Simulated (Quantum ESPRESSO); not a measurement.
System: HfN (space group Fm-3m).

How it was computed, with Quantum ESPRESSO 7.5: plane-wave DFT, no spin polarisation; energies at scaled volumes of the given cell, shape and fractions fixed, counted from the fit's minimum, third-order Birch-Murnaghan fit. All runs: no spin polarisation.

```tsv
setting	value
k mesh	10×10×10
occupations	Fermi–Dirac
smearing width	0.05 eV
```

Settings that differ: rev-vdW-DF2: density cutoff 4570 eV, wave cutoff 1140 eV, potentials PseudoDojo-0.4.1-SR-PBE-standard; PBE: density cutoff 6530 eV, wave cutoff 816 eV, potentials SSSP-1.3-efficiency-PBE.

Predict the energy against volume, with one curve for each functional. The cases: rev-vdW-DF2; PBE.

The fitted equilibrium volumes, smallest first, are rev-vdW-DF2 11.579, PBE 11.732 Å³/atom. The fitted bulk moduli, smallest first, are PBE 265.7, rev-vdW-DF2 275.1 GPa.

rev-vdW-DF2:
```tsv
volume (Å³/atom)	energy (meV/atom)
10.79	51.84
11.02	25.02
11.25	8.31
11.48	0.70
11.71	1.28
11.94	9.23
12.17	23.80
```

PBE:
```tsv
volume (Å³/atom)	energy (meV/atom)
10.79	72.22
11.02	39.73
11.25	17.52
11.48	4.61
11.71	0.03
11.94	2.99
12.17	12.74
```

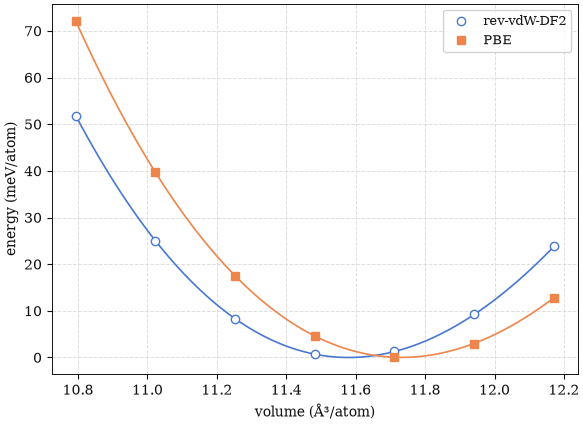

Note: potentials made for another functional (rev-vdW-DF2).
